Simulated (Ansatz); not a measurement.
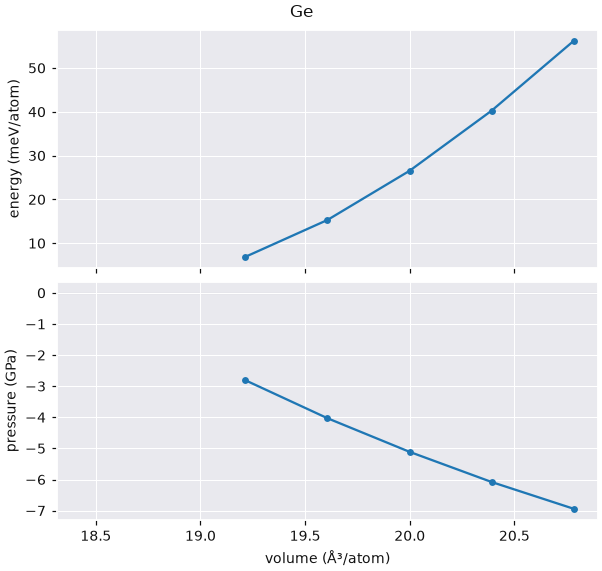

Plotted: energy and pressure against volume for Ge, space group Cmmm (No. 65).

Cell as given: a = 2.952 Å, b = 2.952 Å, c = 2.698 Å, α = 90.00°, β = 90.00°, γ = 123.51°; 1 atom.

Calculation (Ansatz 0.2.0): all-electron LAPW DFT, no spin polarisation; energies at scaled volumes of the given cell, shape and fractions fixed, counted from the fit's minimum, third-order Birch-Murnaghan fit. Level: PBEsol.

- k mesh: 11×11×10
- occupations: Fermi–Dirac
- smearing width: 0.05 eV
- potentials: all electron LAPW, scalar relativistic
- program settings: basis error eV/atom 0.001

The points at volume 18.43 Å³/atom and 18.82 Å³/atom are left out of the plot. What values does the calculation give there?

```tsv
volume (Å³/atom)	energy (meV/atom)	pressure (GPa)
18.43	0.01	0.11
18.82	1.68	-1.44
```

Keep in mind: the fit and the printed pressures don't fully agree, or the minimum lies near the end of the range; shape and atomic fractions are frozen while scaling, which makes layered, chain and framework solids too stiff.
